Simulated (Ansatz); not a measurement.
System: Bi.

```
CELL_PARAMETERS angstrom
0.00000 7.87390 0.00000
-4.31870 0.00000 0.00000
0.00000 -2.62463 3.95400
ATOMIC_POSITIONS crystal
Bi 0.23389 0.00000 0.70167
Bi 0.73389 0.50000 0.70167
Bi 0.26611 0.50000 0.29833
Bi 0.76611 0.00000 0.29833
```

Space group C2/m; changed on purpose from its base cell (strain -0.0500 x Voigt [1, 0, 0, 0, 0, 0], atoms carried along); not relaxed (largest force 0.5 eV/Å); computed pressure about 5 GPa in this cell.

All numbers below come from DFT PBE, scalar-relativistic, plane waves, PAW (Ansatz).

> What can the converged valence pseudo-density and electron localisation function tell about the bonding?

Bi–Bi (3.07 Å): ρ at the midpoint is about 0.29 e/Å³; the ELF reaches about 0.50 near the midpoint.

> Metal or insulator at this level of theory?

It is gapless in this calculation (a metal or semimetal).

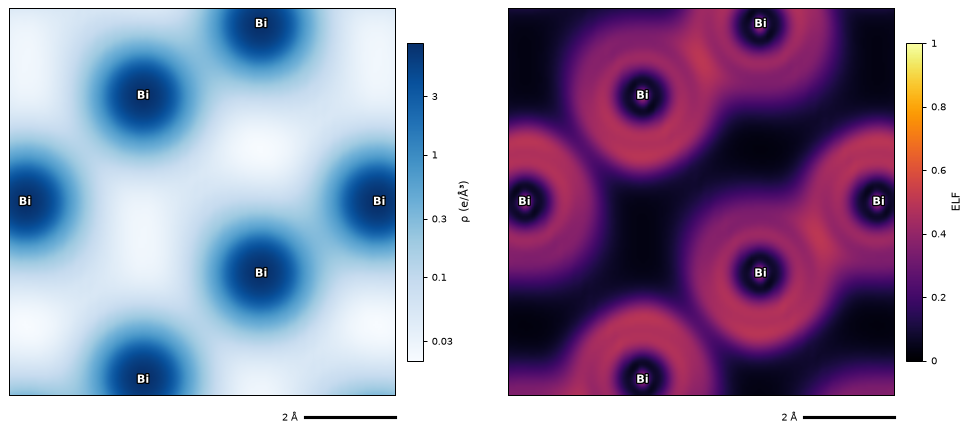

Computed valence pseudo-density and electron localisation function on the (010) plane of the conventional cell, in this order. 

Core electrons are frozen (PAW), and the valence fields are smoothed inside the atomic spheres.
